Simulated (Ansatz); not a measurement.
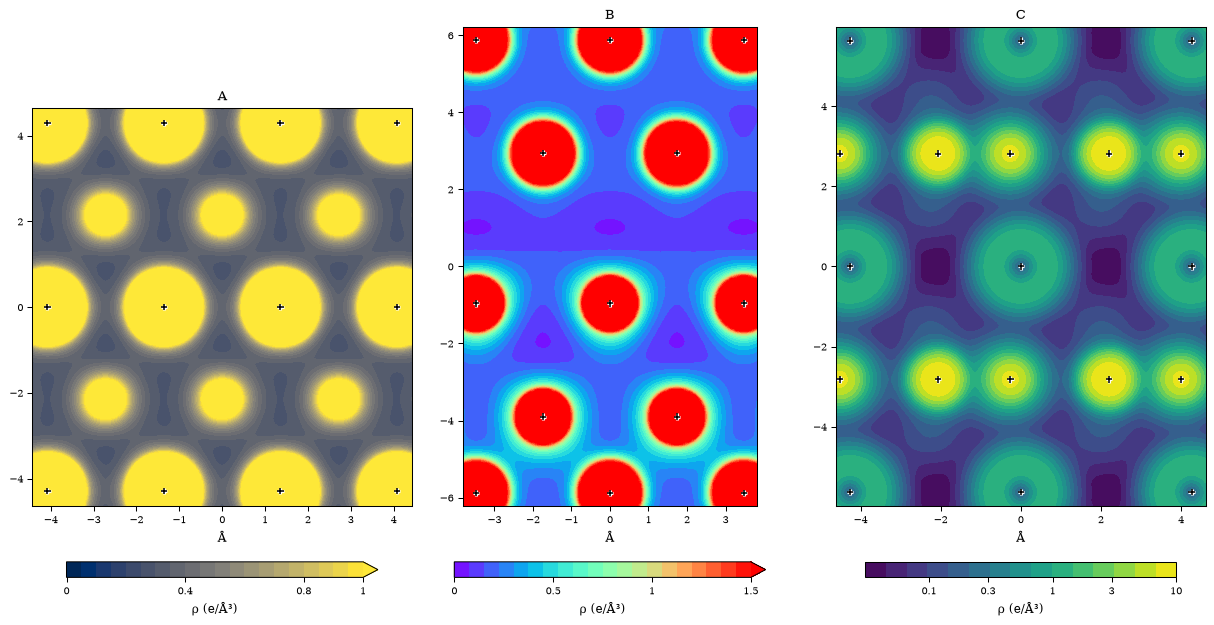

The valence pseudo-density of 3 systems, each on a plane through atoms (crosses mark nuclei in the plane).

All numbers below come from DFT PBE, scalar-relativistic, plane waves, PAW in Ansatz.

System 1: NbAs, the (010) plane of the conventional cell. Space group I4₁md.

```
CELL_PARAMETERS angstrom
3.47348 0.00000 0.00000
0.00000 3.47348 0.00000
0.00000 0.00000 11.74916
ATOMIC_POSITIONS crystal
Nb 0.50000 0.50000 0.24890
Nb 0.00000 0.00000 0.74890
Nb 0.50000 0.00000 0.49890
Nb 0.00000 0.50000 0.99890
As 0.00000 0.00000 0.16710
As 0.50000 0.50000 0.66710
As 0.00000 0.50000 0.41710
As 0.50000 0.00000 0.91710
```

System 2: Ru, the (100) plane of the conventional cell. Space group P6₃/mmc; computed without spin polarisation.

```
Ru
1.0
     2.72003    0.00000    0.00000
    -1.36001    2.35561    0.00000
     0.00000    0.00000    4.29677
Ru
2
Direct
  0.33333 0.66667 0.25000
  0.66667 0.33333 0.75000
```

System 3: BaTiO$_{3}$, the (110) plane of the conventional cell. Space group P4mm; a structure from a database of computed crystals, not necessarily the ambient phase; changed on purpose from its base cell (strain along c alone, the other axes held, atoms relaxed: +1.5 %); computed without spin polarisation.

```yaml
crystal:
  lattice:
    - [3.98545, 0.00000, 0.00000]
    - [0.00000, 3.98545, 0.00000]
    - [0.00000, 0.00000, 4.26349]
  atoms:
    - { symbol: Ba, position: [0.50000, 0.50000, 0.59571] }
    - { symbol: Ti, position: [0.00000, 0.00000, 0.11183] }
    - { symbol: O, position: [0.00000, 0.50000, 0.05883] }
    - { symbol: O, position: [0.50000, 0.00000, 0.05883] }
    - { symbol: O, position: [0.00000, 0.00000, 0.53480] }
```

**Match each panel to its system.**

Panel A is system 2, Ru: the plane holds Ru. Ru–Ru (2.72 Å): ρ is about 0.38 e/Å³ halfway. Panel B is system 1, NbAs: the plane holds Nb and As. Nb–As (2.63 Å): the density is about 0.39 e/Å³ at the midpoint. Panel C is system 3, BaTiO$_{3}$: the plane holds Ba, Ti and O. Ti–O (1.80 Å): ρ is about 1.1 e/Å³ halfway.
